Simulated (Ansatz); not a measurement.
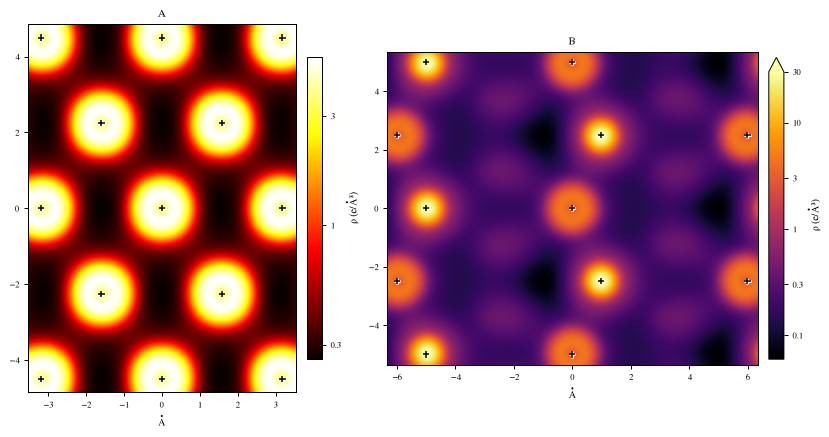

The valence pseudo-density of 2 systems, each on a plane through atoms (crosses mark nuclei in the plane).

The calculation used DFT PBE, scalar-relativistic, plane waves, PAW in Ansatz 0.2.0.

System 1: TaAs, the (110) plane of the conventional cell. Space group I4₁md; a structure from a database of computed crystals, not necessarily the ambient phase; changed on purpose from its base cell (equal strain along all axes, cell held, atoms relaxed: +2.0 %); computed pressure about −9 GPa in this cell.

```cif
data_structure
_symmetry_space_group_name_H-M 'P 1'
_symmetry_Int_Tables_number 1
_cell_length_a 3.5322
_cell_length_b 3.5322
_cell_length_c 11.9693
_cell_angle_alpha 90.000
_cell_angle_beta 90.000
_cell_angle_gamma 90.000
_cell_volume 149.33
loop_
_atom_site_label
_atom_site_type_symbol
_atom_site_fract_x
_atom_site_fract_y
_atom_site_fract_z
_atom_site_occupancy
Ta1 Ta 0.00000 0.50000 0.75006 1
Ta2 Ta 0.50000 0.50000 0.00006 1
Ta3 Ta 0.50000 0.00000 0.25006 1
Ta4 Ta 0.00000 0.00000 0.50006 1
As1 As 0.50000 0.00000 0.83254 1
As2 As 0.00000 0.00000 0.08254 1
As3 As 0.00000 0.50000 0.33254 1
As4 As 0.50000 0.50000 0.58254 1
```

System 2: W, the (101) plane of the conventional cell. Space group Im-3m.

```yaml
crystal:
  lattice:
    - [3.18356, 0.00000, 0.00000]
    - [0.00000, 3.18356, 0.00000]
    - [0.00000, 0.00000, 3.18356]
  atoms:
    - { symbol: W, position: [0.00000, 0.00000, 0.00000] }
    - { symbol: W, position: [0.50000, 0.50000, 0.50000] }
```

> Match each panel to its system.

Panel A is system 2, W: the plane holds W. W–W (2.76 Å): the density is about 0.41 e/Å³ at the midpoint. Panel B is system 1, TaAs: the plane holds Ta and As. Ta–As (2.69 Å): ρ is about 0.38 e/Å³ halfway.
